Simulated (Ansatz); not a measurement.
**Run report: SiO$_{2}$, geometry relaxation (part 2 of 2)**

Continued. System: SiO$_{2}$ (P4₂/mnm, 6 atoms in the cell). Method: DFT with r2SCAN, PAW plane waves, no spin polarisation (Ansatz 0.2.0); cutoff 500 eV, 4×4×7 k-mesh, Fermi–Dirac smearing of 0.1458 eV. The structure derives from an entry of the Crystallography Open Database.

Geometry of the input (Å; fractional positions):
```
4.1509  0.0000  0.0000
0.0000  4.1509  0.0000
0.0000  0.0000  2.6483
Si 0.0000  0.0000  0.0000
Si 0.5000  0.5000  0.5000
O  0.3059  0.3059  0.0000
O  0.1941  0.8059  0.5000
O  0.6941  0.6941  0.0000
O  0.8059  0.1941  0.5000
```

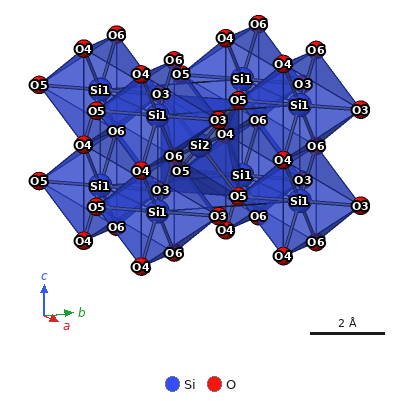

*The geometry at step 2 of the log (polyhedral view of the cell of the calculation, seen slightly off an axis; polyhedra are completed across the faces of the cell; atoms are numbered from 1 in the order of the input).*

### The program's output, continued
```
SCF iter   1: F=—  HF=-3559.333652 eV  |F-HF|=—  |Δ(HF+E_count)|=         —  Δρ=3.05e-3  dr2=3.44e-3  dr2_τ=5.46e-3  ethr=1.26e-5  ⟨swp⟩=2.1  Hψ=2639  notcnv=0
preconditioner: auto → none  [insulator: Δε(μ)=6.517 eV  Ē_g=20.122 eV  σ=0.146 eV  W_gap=1.00  n_scr=10 (ndim 8)  ℏωp=30.7 eV  f_vac=0.000  D(μ)=0.00/eV (n_scr^D=0)  ε∞_Penn≈3.3]
SCF iter   2: F=—  HF=-3559.336112 eV  |F-HF|=—  |Δ(HF+E_count)|=   2.46e-3  Δρ=8.96e-4  dr2=1.84e-4  dr2_τ=8.73e-5  ethr=1.08e-5  ⟨swp⟩=2.0  Hψ=888  notcnv=0
SCF iter   3: F=—  HF=-3559.336129 eV  |F-HF|=—  |Δ(HF+E_count)|=   1.77e-5  Δρ=3.76e-4  dr2=3.62e-5  dr2_τ=2.97e-6  ethr=5.75e-7  ⟨swp⟩=2.3  Hψ=827  notcnv=0
SCF iter   4: F=—  HF=-3559.336134 eV  |F-HF|=—  |Δ(HF+E_count)|=   5.01e-6  Δρ=6.52e-5  dr2=8.06e-7  dr2_τ=1.60e-7  ethr=1.13e-7  ⟨swp⟩=2.9  Hψ=902  notcnv=0
SCF iter   5: F=-3559.336134 eV  HF=-3559.336134 eV  |F-HF|=6.05e-10  |Δ(HF+E_count)|=   6.33e-8  Δρ=7.88e-6  dr2=1.97e-8  dr2_τ=2.16e-9  ethr=1.87e-9  ⟨swp⟩=10.8  Hψ=3983  notcnv=0
SCF 3 converged in 5 iterations: F = -3559.336134 eV  dr2 = 1.97e-8
  greatest PAW one-centre occupation: 0.868 electrons in one spin orbital (limit 2), on the O atom at site 5 (counted from 0), in its partial waves of l = 0
relax step   3: F+E_penalty+E_count = -3559.33613442 eV  Δ(F+E_penalty+E_count) = -8.460e-3 eV  max|allowed force component| = 5.871e-3 eV/Å  Δτ_max = 0.0009 Å  P = +0.176 GPa  Ω = 46.722 Å³  energy of the carried Pulay correction = -8.893e-4 eV  (5 SCF iters, dr2 threshold 6.00e-7 eV, accepted)
Crystal: 6 atoms, lattice volume = 46.749 Å³
iter 1 solved again at ethr=2.74e-8 eV; its pass at ethr=3.10e-3 eV (dr2=8.75e-6 eV) is discarded
SCF iter   1: F=—  HF=-3559.336129 eV  |F-HF|=—  |Δ(HF+E_count)|=         —  Δρ=1.51e-4  dr2=7.72e-6  dr2_τ=2.13e-5  ethr=2.74e-8  ⟨swp⟩=2.3  Hψ=2592  notcnv=0
preconditioner: auto → none  [insulator: Δε(μ)=6.510 eV  Ē_g=20.130 eV  σ=0.146 eV  W_gap=1.00  n_scr=10 (ndim 8)  ℏωp=30.7 eV  f_vac=0.000  D(μ)=0.00/eV (n_scr^D=0)  ε∞_Penn≈3.3]
SCF iter   2: F=—  HF=-3559.336134 eV  |F-HF|=—  |Δ(HF+E_count)|=   5.24e-6  Δρ=5.03e-5  dr2=4.91e-7  dr2_τ=2.10e-7  ethr=2.41e-8  ⟨swp⟩=2.0  Hψ=886  notcnv=0
SCF iter   3: F=-3559.336134 eV  HF=-3559.336134 eV  |F-HF|=1.56e-8  |Δ(HF+E_count)|=   6.04e-8  Δρ=2.16e-5  dr2=9.73e-8  dr2_τ=1.06e-8  ethr=4.98e-10  ⟨swp⟩=8.9  Hψ=3556  notcnv=0
SCF 4 converged in 3 iterations: F = -3559.336134 eV  dr2 = 9.73e-8
relax step   4: F+E_penalty+E_count = -3559.33613443 eV  Δ(F+E_penalty+E_count) = -1.549e-8 eV  max|allowed force component| = 2.304e-3 eV/Å  Δτ_max = 0.0002 Å  P = +0.001 GPa  Ω = 46.749 Å³  energy of the carried Pulay correction = -9.109e-4 eV  (3 SCF iters, dr2 threshold 1.59e-7 eV, accepted)
Initial wavefunctions: pseudopotential atomic-orbital guess (no wavefunctions were taken with the density)
iter 1 solved again at ethr=1.35e-7 eV; its pass at ethr=3.10e-3 eV (dr2=4.32e-5 eV) is discarded
SCF iter   1: F=—  HF=-3559.336862 eV  |F-HF|=—  |Δ(HF+E_count)|=         —  Δρ=2.46e-4  dr2=8.38e-7  dr2_τ=1.56e-6  ethr=1.35e-7  ⟨swp⟩=3.0  Hψ=4299  notcnv=0
SCF iter   2: F=—  HF=-3559.336944 eV  |F-HF|=—  |Δ(HF+E_count)|=   8.12e-5  Δρ=1.23e-4  dr2=2.12e-7  dr2_τ=3.16e-6  ethr=2.62e-9  ⟨swp⟩=2.8  Hψ=880  notcnv=0
SCF iter   3: F=—  HF=-3559.336964 eV  |F-HF|=—  |Δ(HF+E_count)|=   2.02e-5  Δρ=1.41e-5  dr2=4.13e-8  dr2_τ=2.04e-8  ethr=6.63e-10  ⟨swp⟩=2.0  Hψ=912  notcnv=0
SCF iter   4: F=—  HF=-3559.336964 eV  |F-HF|=—  |Δ(HF+E_count)|=   7.99e-8  Δρ=1.02e-6  dr2=2.02e-10  dr2_τ=7.93e-11  ethr=1.29e-10  ⟨swp⟩=2.0  Hψ=814  notcnv=0
SCF iter   5: F=-3559.336964 eV  HF=-3559.336964 eV  |F-HF|=5.46e-12  |Δ(HF+E_count)|=  3.03e-10  Δρ=2.84e-7  dr2=1.25e-11  dr2_τ=7.82e-12  ethr=1.00e-12  ⟨swp⟩=6.9  Hψ=2653  notcnv=0
SCF 5 converged in 5 iterations: F = -3559.336964 eV  dr2 = 1.25e-11
relax step   5: F+E_penalty+E_count = -3559.33696390 eV  Δ(F+E_penalty+E_count) = -8.295e-4 eV  max|allowed force component| = 2.455e-3 eV/Å  Δτ_max = 0.0000 Å  P = -0.030 GPa  Ω = 46.749 Å³  stress off target by 3.88e-2 GPa  SCF on the basis re-selected at this cell (its energy is not comparable with the rows above)  (5 SCF iters)
basis re-selected at this cell: Δ(F+E_penalty+E_count) = -8.295e-4 eV, ΔP = -0.031 GPa vs the last step (what re-selecting the basis moved, of the pressure what is left beyond the Pulay correction that the steps carried, after the strain that the cell walked since its last selection, with what the two solves' SCF thresholds leave and, on support functions, any second-order correction that the steps lacked; it is no measure of the basis error at this ecutwfc). This SCF's stress stands 3.88e-2 GPa from its target on what of the cell is left free (relax.cell.stress_tol is 5.00e-2 GPa) and its largest allowed force component is 2.45e-3 eV/Å (relax.f_tol is 1.00e-2 eV/Å): within both
SCF converged after 5 iterations
Free energy (F): -3559.336964 eV
Harris-Foulkes:  -3559.336964 eV  (|F-HF|=5.46e-12)
Internal energy: -3559.336964 eV  (E = F + TS)
E sigma→0 (E₀):  -3559.336964 eV
Fermi energy:    13.413865 eV
--- Per-component energies (eV) ---
  E_band       = 42.567728
  E_kinetic    = 820.113518
  E_local      = -1224.600989  (includes V_loc(G=0)·N_el)
  E_nonlocal   = 231.720554
  E_hartree    = 437.776929
  E_xc         = -404.023308
  E_vxc        = -533.681642  (∫ρ·V_xc dr)
  E_paw        = -1683.066717  (= ΣΔE_a)
  E_vpaw       = -158.446249  (= ΣTr[D̂ρ^β])
  E_aug_tail   = 0.004655  (compensation charges beyond the density's cutoff)
  E_vtau       = 31.904125  (kinetic-family band-sum trace: ∫τ·v_τ [+ j·A + Jᵃ·Aᵃ] dr)
  E_ewald      = -1736.980975
  E_core_change = -0.280630  (= ΣΔE_core)
  E_smearing   = -0.000000  (= −TS)
  E_closure    = -0.000000  (closes the sum)
  Σ components = -3559.336964   (vs F -3559.336964, Δ=0.00e0)
--- Forces (eV/Å), atoms counted from 1 ---
  atom   1  Si    -0.00000000     0.00000000     0.00000000
  atom   2  Si     0.00000000     0.00000000     0.00000000
  atom   3  O      0.00245481     0.00245481     0.00000000
  atom   4  O     -0.00245481     0.00245481     0.00000000
  atom   5  O     -0.00245481    -0.00245481     0.00000000
  atom   6  O      0.00245481    -0.00245481     0.00000000
  max |Σ_I F_I| component: 1.30e-18 eV/Å
--- Stress (GPa, compression-positive) ---
       -0.025123       0.000000       0.000000
        0.000000      -0.025123       0.000000
        0.000000       0.000000      -0.038807
  P = ⅓ Tr σ = -0.0297 GPa (-0.297 kbar)
--- Band table (eV; the first three rows and the last of 24) ---
  k-point 0: bands = ["-13.3910", "-9.8172", "-9.8172", "-9.5519", "-0.9009", "3.6381", "3.6381", "3.8109", "4.6816", "4.9637", "6.9596", "6.9596", "7.6172", "9.2380", "9.2380", "10.1170", "16.6272", "17.7841", "19.6213", "19.6213", "22.2000", "22.9609"]
  k-point 1: bands = ["-13.1201", "-9.6841", "-9.6841", "-9.5357", "-0.7858", "3.8686", "3.8686", "3.9949", "4.1116", "4.5676", "6.0926", "6.0926", "6.7148", "9.0324", "9.0324", "9.8634", "17.5574", "19.1980", "20.7889", "20.7889", "21.4107", "23.9254"]
  k-point 2: bands = ["-12.3580", "-9.6552", "-9.3622", "-9.3622", "-0.5294", "3.1262", "3.1449", "4.3871", "4.3871", "4.5864", "4.5864", "4.9764", "5.3769", "8.4021", "8.4021", "9.0613", "18.8417", "21.4392", "21.5193", "23.0342", "23.0342", "25.1615"]
  k-point 23: bands = ["-10.4829", "-10.4829", "-9.3039", "-9.3039", "-0.5607", "-0.5607", "2.0431", "2.0431", "5.5136", "5.5136", "5.5492", "5.5492", "8.3654", "8.3654", "8.4765", "8.4765", "18.4195", "18.4195", "22.2091", "22.2091", "23.0382", "23.0382"]
--- Relaxed structure (4 steps of the walk, 4 accepted, 1 SCFs on fresh bases) ---
  F+E_penalty+E_count = -3559.33696390 eV   max|allowed force component| = 2.455e-3 eV/Å   (the final SCF, on the basis selected at the relaxed cell)
  cell:  # Å, volume = 46.7489 Å³
    - [4.185165563640375, 8.389325411894984e-35, 0.0]
    - [8.389325411894984e-35, 4.185165563640375, 0.0]
    - [0.0, 0.0, 2.668985616883363]
  atoms:
    - { symbol: Si, position: [1.7277248019496873e-20, 7.07414879538455e-21, 0.0] }
    - { symbol: Si, position: [0.5, 0.5, 0.49999999999999994] }
    - { symbol: O, position: [0.3060829214697951, 0.3060829214697951, 0.0] }
    - { symbol: O, position: [0.1939170785302049, 0.8060829214697952, 0.49999999999999994] }
    - { symbol: O, position: [0.693917078530205, 0.693917078530205, 0.0] }
    - { symbol: O, position: [0.8060829214697952, 0.1939170785302049, 0.49999999999999994] }
```

### Trajectory as extended XYZ (Å, eV, eV/Å), 5 frames, from step=1 to step=5
```
6
Lattice="4.1509 0.0000 0.0000 0.0000 4.1509 0.0000 0.0000 0.0000 2.6483" Properties=species:S:1:pos:R:3:forces:R:3 step=1 energy=-3559.30854 pressure_GPa=8.43
Si    0.0000    0.0000    0.0000    0.0000   0.0000   0.0000
Si    2.0754    2.0754    1.3242    0.0000   0.0000   0.0000
O     1.2697    1.2697    0.0000   -0.0949  -0.0949   0.0000
O     0.8057    3.3452    1.3242    0.0949  -0.0949   0.0000
O     2.8811    2.8811    0.0000    0.0949   0.0949   0.0000
O     3.3452    0.8057    1.3242   -0.0949   0.0949   0.0000
6
Lattice="4.1664 0.0000 0.0000 0.0000 4.1664 0.0000 0.0000 0.0000 2.6565" Properties=species:S:1:pos:R:3:forces:R:3 step=2 energy=-3559.32767 pressure_GPa=4.62
Si    0.0000    0.0000    0.0000    0.0000   0.0000   0.0000
Si    2.0832    2.0832    1.3282    0.0000   0.0000   0.0000
O     1.2745    1.2745    0.0000   -0.0375  -0.0375   0.0000
O     0.8087    3.3577    1.3282    0.0375  -0.0375   0.0000
O     2.8920    2.8920    0.0000    0.0375   0.0375   0.0000
O     3.3577    0.8087    1.3282   -0.0375   0.0375   0.0000
6
Lattice="4.1845 0.0000 0.0000 0.0000 4.1845 0.0000 0.0000 0.0000 2.6683" Properties=species:S:1:pos:R:3:forces:R:3 step=3 energy=-3559.33613 pressure_GPa=0.18
Si    0.0000    0.0000    0.0000    0.0000   0.0000   0.0000
Si    2.0923    2.0923    1.3341    0.0000   0.0000   0.0000
O     1.2806    1.2806    0.0000    0.0059   0.0059   0.0000
O     0.8116    3.3729    1.3341   -0.0059   0.0059   0.0000
O     2.9039    2.9039    0.0000   -0.0059  -0.0059   0.0000
O     3.3729    0.8116    1.3341    0.0059  -0.0059   0.0000
6
Lattice="4.1852 0.0000 0.0000 0.0000 4.1852 0.0000 0.0000 0.0000 2.6690" Properties=species:S:1:pos:R:3:forces:R:3 step=4 energy=-3559.33613 pressure_GPa=0.00
Si    0.0000    0.0000    0.0000    0.0000   0.0000   0.0000
Si    2.0926    2.0926    1.3345    0.0000   0.0000   0.0000
O     1.2810    1.2810    0.0000    0.0023   0.0023   0.0000
O     0.8116    3.3736    1.3345   -0.0023   0.0023   0.0000
O     2.9042    2.9042    0.0000   -0.0023  -0.0023   0.0000
O     3.3736    0.8116    1.3345    0.0023  -0.0023   0.0000
6
Lattice="4.1852 0.0000 0.0000 0.0000 4.1852 0.0000 0.0000 0.0000 2.6690" Properties=species:S:1:pos:R:3:forces:R:3 step=5 energy=-3559.33696 pressure_GPa=-0.03
Si    0.0000    0.0000    0.0000    0.0000   0.0000   0.0000
Si    2.0926    2.0926    1.3345    0.0000   0.0000   0.0000
O     1.2810    1.2810    0.0000    0.0025   0.0025   0.0000
O     0.8116    3.3736    1.3345   -0.0025   0.0025   0.0000
O     2.9042    2.9042    0.0000   -0.0025  -0.0025   0.0000
O     3.3736    0.8116    1.3345    0.0025  -0.0025   0.0000
```

### Key numbers

- outcome: converged
- space group (tolerance 0.01 Å): P4₂/mnm (136)
- electrons treated: 32
- free energy: −3559.3370 eV
- Fermi energy: 13.414 eV
- gap on the k-point mesh: 6.51 eV
- pressure: −0.03 GPa
- final volume: 46.75 Å³
- largest force (length of the vector) at the end: 0.003 eV/Å
- final cell: a = 4.185 Å, b = 4.185 Å, c = 2.669 Å, α = 90.00°, β = 90.00°, γ = 90.00°
- hardware: 1 thread of Arm Neoverse V2, 24 GiB of memory available, shared host
- wall time: 17 s
- peak memory: 0.41 GiB
